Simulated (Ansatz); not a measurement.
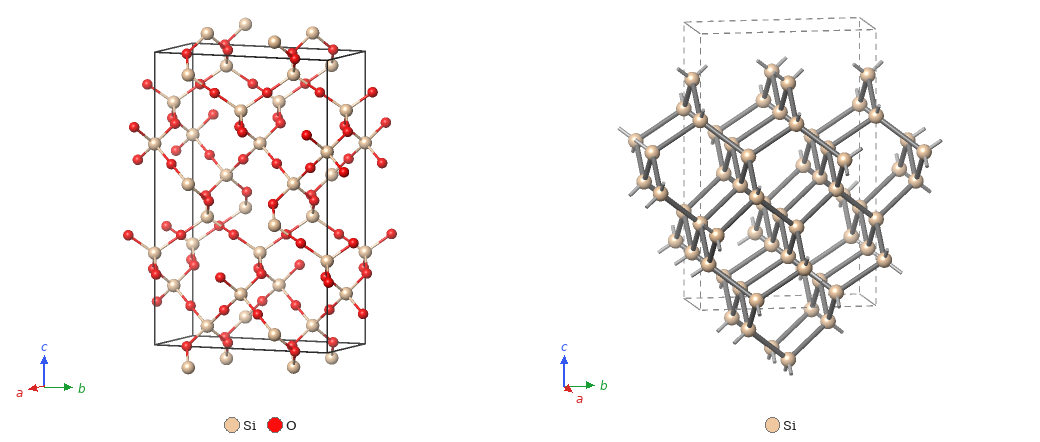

Left: the structure. Right: its underlying net. Nodes are coloured by element. Short stubs are edges that leave the cut-out.

SiO2 (space group Fddd, No. 70): coordinates from a relaxation with Ansatz 0.2.0, DFT PBE, scalar-relativistic, plane waves, PAW.

Bonds are taken as O–Si below 1.8 Å; no other contact counts. Atoms with one bond or none are removed and atoms with two bonds are replaced by edges, until no such atom is left.

The result is a uninodal 4-connected, three-periodic net: Si is a 4-connected node. O becomes part of the edges. It is a single net, without interpenetration.

| node | links | point symbol | coordination sequence |
| --- | --- | --- | --- |
| Si | 4 | 6^6 | 4 12 27 50 77 112 152 200 |
